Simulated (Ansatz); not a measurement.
**Run report: Bi2Te3, geometry relaxation (part 1 of 2)**

- system: Bi2Te3 (slab, 5 atoms in the cell)
- method: DFT PBE+D3(BJ), scalar-relativistic, plane waves, PAW, no spin polarisation (Ansatz 0.2.0)

The structure derives from an entry of the Crystallography Open Database. It belongs to a series of runs on one base structure; here: strain along y -0.020, atoms relaxed. Figures and captions count atoms from 1; the log counts them from 0 in places.

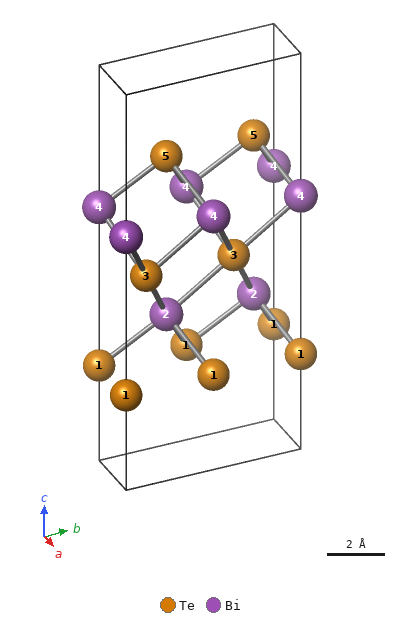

Fig. 1: The input geometry (ball-and-stick view of the 1 × 2 repeat of the cell, with the vacuum cut short, seen slightly off an axis; atoms are numbered from 1 in the order of the input). An atom can appear more than once, as a periodic image. Near neighbours in the periodic cell (some may lie outside the picture): Te has 3 Bi at 3.02 to 3.05 Å; Bi has 6 Te at 3.02 to 3.23 Å; Te has 6 Bi at 3.20 to 3.23 Å.

## Results in brief

```tsv
quantity	value
outcome	converged
electrons treated	78
free energy	−45735.8723 eV
work function, top face	4.75 eV
work function, bottom face	4.75 eV
Fermi energy	−4.752 eV
gap on the k-point mesh	1.19 eV
gap on the band path	1.13 eV
final volume	658.85 Å³
work function (upper face)	4.75 eV
largest force (length of the vector) at the end	0.003 eV/Å
hardware	4 threads of Arm Neoverse V1, 24 GiB of memory available, shared host
wall time	35 s (CPU time 2.2 min)
peak memory	1.3 GiB
```

## Remarks

Warnings of the run: the SCF threshold is looser than advised for the printed stress; the exchange-correlation potential is rough where the density is thin. Spin–orbit coupling is left out, which matters for Bi.

## Input
```yaml
crystal:
  lattice:
    - [4.3497384303, 0.0, 0.0]
    - [-2.1748692152, 3.6916443009, 0.0]
    - [0.0, 0.0, 41.0301607706]
  atoms:
    - { symbol: Te, position: [0.0, 0.0, 0.4076965189] }
    - { symbol: Bi, position: [0.3333333333, 0.6666666667, 0.4501853757] }
    - { symbol: Te, position: [0.6666666667, 0.3333333333, 0.5] }
    - { symbol: Bi, position: [0.0, 0.0, 0.5498146243] }
    - { symbol: Te, position: [0.3333333333, 0.6666666667, 0.5923034811] }
  periodic: [true, true, false]
basis:
  ecutwfc: 420
kpoints:
  mp_grid: { grid: [6, 6, 1] }
  band_path:
    path:
      - [0, 0, 0]
      - [0.5, 0, 0]
      - [0.3333333333333, 0.3333333333333, 0]
      - [0, 0, 0]
    npoints: 8
hamiltonian:
  xc: pbe
  dispersion: d3bj
scf:
  occupations: { method: gaussian, width: 0.02 }
output:
  forces: true
  stress: true
  eigenvalues: true
  write_density: true
  write_potential: true
  elf: true
  volumetric_format: npy
relax:
  adjacent_minimum: "off"
  f_tol: 0.01
  max_steps: 40
```

Run as:
```bash
ansatz run input.yaml --threads 4 --pin off --max-ram 10240MiB --backend cpu --events-out ev --progress --plain --runs-dir out
```

## Output
```
Warning: output.stress: scf.convergence.dr2_threshold = 1e-7 eV (the SCF's general default) is looser than the 5e-10 eV advised for a printed stress (1e-10 eV for each atom of the cell: 5). What an SCF threshold leaves in a stress goes as its square root, and in the free energy as the threshold itself, and one threshold admits the most on a small cell: of the crystals measured, under no hybrid functional and no lock of the moments, on runs that ended without the residual-converged pass, on stresses that held no estimate of that error, the worst erred by over 100 MPa in a component at 1e-7 eV an atom and by under 5 at 1e-10. Every solve of this run answers to scf.convergence.dr2_threshold, and the tensor of one is reported: a single SCF on the reported geometry and on this run's grids (its basis.xc_grid and basis.ecutrho_ratio typed), with scf.convergence.dr2_threshold at 5e-10 eV or tighter, prints it and tightens no other solve. Else set scf.convergence.dr2_threshold to 5e-10 eV or tighter. The threshold is an SCF's pass mark: one that does not reach it within its budget of iterations ends unconverged, or closes short of it on a stop that the run arms, and scf.convergence.dr2_threshold's page says what that costs each kind of run
Engine: ansatz 0.2.0, aarch64-unknown-linux-gnu
Pseudopotentials: kind: paw
Pseudopotential: Te, paw, valence charge 16, recommended cutoff 420 eV (normal), Te.paw.azcp
Pseudopotential: Bi, paw, valence charge 15, recommended cutoff 420 eV (normal), Bi.paw.azcp
Functional definition: PBE
  parameter kappa = 0.804
  parameter beta = 0.06672455060314922
  exchange = pbe_x(kappa = kappa, mu = beta*pi^2/3)
  correlation = pbe_c(beta = beta)
Crystal: 5 atoms, lattice volume = 658.849 Å³
Basis set: ecut = 420 eV, 12843 PW (Γ), exchange–correlation on 60×60×576 points (8 copies of the dense FFT grid, shifted against one another)
Bands: 47, of which v1, the nominal top of the filled ones, is band 39 counted from 1 (38 counted from 0)
Symmetry: 4 space group operations
Space group: C2/m (ITA 12), of the structure as read, at distance tolerance 8.7e-5 Å
k-points: 13 of 36
Non-local potential: Te, projectors of the file, l = 0: 2, l = 1: 2, l = 2: 2, l = 3: 2
Non-local potential: Bi, projectors of the file, l = 0: 2, l = 1: 2, l = 2: 2, l = 3: 2
PAW form: soft (Blöchl's): semilocal exchange-correlation on the pseudo side does not see the compensation charge
PAW one-centre angular grid: Te, 590 points (default); XC on 64 Gauss nodes
PAW one-centre angular grid: Bi, 590 points (default); XC on 64 Gauss nodes
Initial density: superposition of atomic densities (neutral atoms: chi_scale 0, normalization atom), corrected by the library's trained network
Initial wavefunctions: pseudopotential atomic-orbital guess
Functional: x = pbe(κ = 0.804, μ = 0.2195149727645171), c = pbe(β = 0.06672455060314922)
SCF iter   1: F=—  HF=-45735.872611 eV  |F-HF|=—  |Δ(HF+E_count)|=         —  Δρ=1.11e-3  dr2=1.16e-1  ethr=1.77e-3  ⟨swp⟩=19.1  Hψ=4020  notcnv=0
preconditioner: auto → Resta (q_TF=auto, 1.912 Å⁻¹)  ε∞=1.8  [insulator: Δε(μ)=1.143 eV  Ē_g=8.391 eV  σ=0.020 eV  W_gap=1.00  n_scr=90 (ndim 8)  ℏωp=7.7 eV  f_vac=0.722  D(μ)=0.00/eV (n_scr^D=0)  ε∞_Penn≈1.8  vacuum switching on, ρ_ref=5.1e-3 e/Å³]
SCF iter   2: F=—  HF=-45735.904244 eV  |F-HF|=—  |Δ(HF+E_count)|=   3.16e-2  Δρ=2.17e-3  dr2=4.16e-1  ethr=1.48e-4  ⟨swp⟩=5.2  Hψ=1396  notcnv=0  defer=19
SCF iter   3: F=—  HF=-45735.863515 eV  |F-HF|=—  |Δ(HF+E_count)|=   4.07e-2  Δρ=2.45e-4  dr2=4.11e-4  ethr=1.48e-4  ⟨swp⟩=4.3  Hψ=929  notcnv=0  defer=19
SCF iter   4: F=—  HF=-45735.864496 eV  |F-HF|=—  |Δ(HF+E_count)|=   9.82e-4  Δρ=1.12e-4  dr2=8.99e-5  ethr=5.27e-7  ⟨swp⟩=4.2  Hψ=1590  notcnv=0  defer=19
SCF iter   5: F=—  HF=-45735.864573 eV  |F-HF|=—  |Δ(HF+E_count)|=   7.70e-5  Δρ=4.23e-5  dr2=1.03e-5  ethr=1.15e-7  ⟨swp⟩=2.5  Hψ=1106  notcnv=0  defer=19
SCF iter   6: F=-45735.864596 eV  HF=-45735.864597 eV  |F-HF|=4.54e-7  |Δ(HF+E_count)|=   2.33e-5  Δρ=8.71e-6  dr2=1.11e-6  ethr=3.21e-9  ⟨swp⟩=29.0  Hψ=7811  notcnv=0
SCF 1 converged in 6 iterations: F = -45735.864596 eV  dr2 = 1.11e-6
  Residual-converged pass: ⟨swp⟩=1.0  Hψ=663  notcnv=0  max |occ|·‖R‖ = 7.0e-9 eV (tolerance 1.0e-8 eV)  dr2=1.11e-6  dr2_onsite=1.38e-7  max |Δocc| = 0.0e0
  greatest PAW one-centre occupation: 0.998 electrons in one spin orbital (limit 2), on the Te atom at site 2 (counted from 0), in its partial waves of l = 2
relax step   1: F+E_penalty+E_count = -45735.86459613 eV  Δ(F+E_penalty+E_count) = +0.000e0 eV  max|allowed force component| = 1.424e-1 eV/Å  Δτ_max = 0.0000 Å  (6 SCF iters, dr2 threshold 2.50e-6 eV, accepted)
Initial density: handed on by an earlier stage of this run
Initial wavefunctions: those handed on with the density
iter 1 solved again at ethr=1.51e-5 eV; its pass at ethr=3.10e-3 eV (dr2=1.18e-2 eV) is discarded
SCF iter   1: F=—  HF=-45735.863355 eV  |F-HF|=—  |Δ(HF+E_count)|=         —  Δρ=1.40e-3  dr2=9.57e-3  ethr=1.51e-5  ⟨swp⟩=3.5  Hψ=2448  notcnv=0  defer=19
preconditioner: auto → Resta (q_TF=auto, 1.912 Å⁻¹)  ε∞=1.9  [insulator: Δε(μ)=1.254 eV  Ē_g=8.287 eV  σ=0.020 eV  W_gap=1.00  n_scr=90 (ndim 8)  ℏωp=7.7 eV  f_vac=0.717  D(μ)=0.00/eV (n_scr^D=0)  ε∞_Penn≈1.9  vacuum switching on, ρ_ref=5.0e-3 e/Å³]
SCF iter   2: F=—  HF=-45735.862869 eV  |F-HF|=—  |Δ(HF+E_count)|=   4.86e-4  Δρ=7.39e-4  dr2=2.10e-3  ethr=1.23e-5  ⟨swp⟩=2.0  Hψ=809  notcnv=0  defer=19
SCF iter   3: F=—  HF=-45735.863453 eV  |F-HF|=—  |Δ(HF+E_count)|=   5.85e-4  Δρ=2.22e-4  dr2=2.48e-3  ethr=2.70e-6  ⟨swp⟩=4.0  Hψ=1275  notcnv=0  defer=19
SCF iter   4: F=—  HF=-45735.863324 eV  |F-HF|=—  |Δ(HF+E_count)|=   1.29e-4  Δρ=1.61e-4  dr2=1.44e-3  ethr=2.70e-6  ⟨swp⟩=2.7  Hψ=776  notcnv=0  defer=19
SCF iter   5: F=—  HF=-45735.863213 eV  |F-HF|=—  |Δ(HF+E_count)|=   1.11e-4  Δρ=5.65e-5  dr2=9.86e-5  ethr=1.85e-6  ⟨swp⟩=2.0  Hψ=760  notcnv=0  defer=19
SCF iter   6: F=—  HF=-45735.863406 eV  |F-HF|=—  |Δ(HF+E_count)|=   1.92e-4  Δρ=1.45e-5  dr2=5.73e-6  ethr=1.26e-7  ⟨swp⟩=2.0  Hψ=779  notcnv=0  defer=19
SCF iter   7: F=-45735.863406 eV  HF=-45735.863406 eV  |F-HF|=2.56e-8  |Δ(HF+E_count)|=   1.04e-7  Δρ=2.38e-6  dr2=3.46e-8  ethr=1.63e-9  ⟨swp⟩=28.9  Hψ=7270  notcnv=0
SCF 2 converged in 7 iterations: F = -45735.863406 eV  dr2 = 3.46e-8
relax step   2: F+E_penalty+E_count = -45735.86340568 eV  Δ(F+E_penalty+E_count) = +1.190e-3 eV  max|allowed force component| = 1.699e-1 eV/Å  Δτ_max = 0.1140 Å  (7 SCF iters, dr2 threshold 1.27e-6 eV, rejected (line search))
SCF iter   1: F=—  HF=-45735.872198 eV  |F-HF|=—  |Δ(HF+E_count)|=         —  Δρ=7.35e-4  dr2=2.66e-3  ethr=3.32e-5  ⟨swp⟩=7.2  Hψ=2040  notcnv=0  defer=19
preconditioner: auto → Resta (q_TF=auto, 1.912 Å⁻¹)  ε∞=1.8  [insulator: Δε(μ)=1.185 eV  Ē_g=8.345 eV  σ=0.020 eV  W_gap=1.00  n_scr=90 (ndim 8)  ℏωp=7.7 eV  f_vac=0.721  D(μ)=0.00/eV (n_scr^D=0)  ε∞_Penn≈1.8  vacuum switching on, ρ_ref=5.1e-3 e/Å³]
SCF iter   2: F=—  HF=-45735.871997 eV  |F-HF|=—  |Δ(HF+E_count)|=   2.02e-4  Δρ=3.98e-4  dr2=6.83e-4  ethr=3.41e-6  ⟨swp⟩=2.0  Hψ=934  notcnv=0  defer=19
SCF iter   3: F=—  HF=-45735.872322 eV  |F-HF|=—  |Δ(HF+E_count)|=   3.25e-4  Δρ=1.74e-4  dr2=2.57e-3  ethr=8.75e-7  ⟨swp⟩=3.7  Hψ=1191  notcnv=0  defer=19  recentre
SCF iter   4: F=—  HF=-45735.872078 eV  |F-HF|=—  |Δ(HF+E_count)|=   2.44e-4  Δρ=8.30e-5  dr2=1.82e-4  ethr=8.75e-7  ⟨swp⟩=2.2  Hψ=785  notcnv=0  defer=19
SCF iter   5: F=—  HF=-45735.872074 eV  |F-HF|=—  |Δ(HF+E_count)|=   3.65e-6  Δρ=2.14e-5  dr2=2.26e-6  ethr=2.33e-7  ⟨swp⟩=1.7  Hψ=698  notcnv=0  defer=19
SCF iter   6: F=—  HF=-45735.872274 eV  |F-HF|=—  |Δ(HF+E_count)|=   2.00e-4  Δρ=4.73e-6  dr2=9.97e-8  ethr=1.28e-10  ⟨swp⟩=26.2  Hψ=7408  notcnv=0
SCF iter   7: F=-45735.872274 eV  HF=-45735.872274 eV  |F-HF|=1.53e-8  |Δ(HF+E_count)|=   8.01e-8  Δρ=1.28e-6  dr2=8.80e-9  ethr=1.28e-10  ⟨swp⟩=11.1  Hψ=4781  notcnv=0
SCF 3 converged in 7 iterations: F = -45735.872274 eV  dr2 = 8.80e-9
relax step   3: F+E_penalty+E_count = -45735.87227391 eV  Δ(F+E_penalty+E_count) = -7.678e-3 eV  max|allowed force component| = 2.609e-3 eV/Å  Δτ_max = 0.0555 Å  (7 SCF iters, accepted)
```

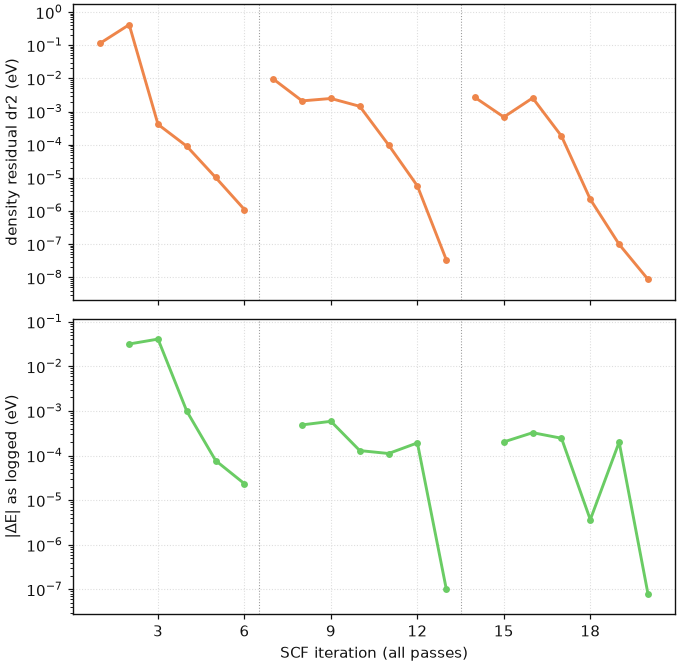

Fig. 2: Convergence of the self-consistent field: density residual dr2 and size of the energy change against the SCF iteration. The dotted lines part the SCF passes of the relaxation: geometry steps, rejected trials and re-solves on a re-selected basis. The passes take 6, 7 and 7 iterations.

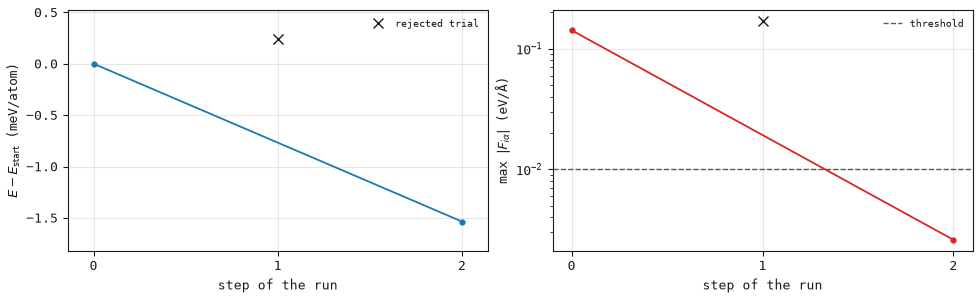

Fig. 3: Progress of the relaxation, step by step (the first geometry is step 0 here and step 1 in the log).

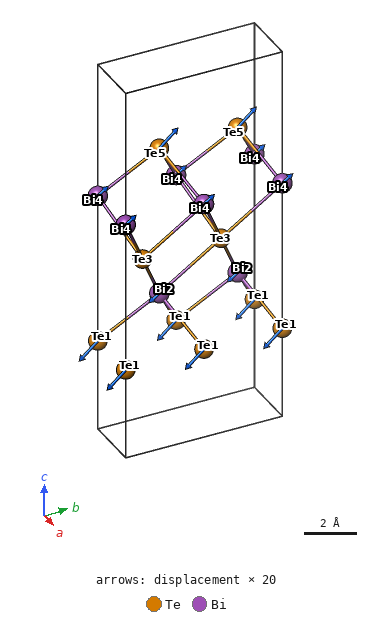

Fig. 4: The starting structure with the displacements as blue arrows, magnified 20 times (ball-and-stick view of the 1 × 2 repeat of the cell, with the vacuum cut short, seen slightly off an axis). Over 2 geometry steps the energy falls by 1.5 meV per atom. The largest force component goes from 0.14 to 0.0026 eV/Å. The line search rejected the trial step at point 1 (counted from 0) and went back. The largest moves, 0.055 Å, are those of Te1 and Te5. Largest moves by element: Te 0.055 Å, Bi 0.029 Å. The cell stays as it was. Distances before and after: Bi2–Te3 3.199 → 3.228 Å, Bi4–Te5 3.016 → 3.041 Å. (Atoms are counted from 1 in the order of the input.)

```
NSCF: frozen V_eff on 25 k-points
WARN: The output density's exchange-correlation potential varies sharply where the density is thin. Do not read a vacuum level from v_tot or v_xc, or from such a field of the output density. On a cell that repeats whose density bears no net charge and no dipole along the vacuum's axis use v_es (v_loc + v_h of the components); under efield.dipole_correction with no amplitude use v_es + v_field, which holds any external_charges[].barrier, or the levels of the report's work_function block, which leave it out; under a non-zero efield.amplitude the vacuum is tilted and has no level; on a cell that repeats and bears such a dipole with no correction it is tilted too, and efield.dipole_correction with no amplitude gives each side of its ramp a level where efield: is served; in a cell that repeats whose density bears a net charge (total_charge, or a fill off its count) it is curved and has none; of a slab under crystal.periodic whose density bears no net charge use v_es, which has a level on each side, short of where the two are joined; of another it falls or rises all the way out and has none; of a slab beside external_charges read slab_vacuum_level instead, which it has where they leave it neutral. The grid or the basis barely resolves most such structure, and the values can differ between equally converged runs; as a rule a tighter scf.convergence.dr2_threshold does not remove it. Where the density itself ripples (under the LDA too) a higher basis.ecutwfc lessens it. The files hold the spikes' plane waves up to the density's cutoff. Files: v_tot_of_output_density and the like, and their columns of v_z.tsv (output.write_potential); v_xc_of_output_density and the like, and their columns of v_comp_z.tsv (output.write_potential_components). Measured: with its Gaussian average of σ = 0.25 Å subtracted twice, the exchange-correlation potential is over 0.1 eV at 2 of the grid points where the equally averaged density (valence and model cores) is under 1e-3 e/Å³, and 0.101 eV at the most among them, at an averaged density of 7.5e-10 e/Å³. See output.write_potential in the manual, Limitations
SCF converged after 7 iterations
Free energy (F): -45735.872274 eV
Harris-Foulkes:  -45735.872274 eV  (|F-HF|=1.53e-8)
Internal energy: -45735.872274 eV  (E = F + TS)
E sigma→0 (E₀):  -45735.872274 eV
Fermi energy:    -4.751703 eV
```
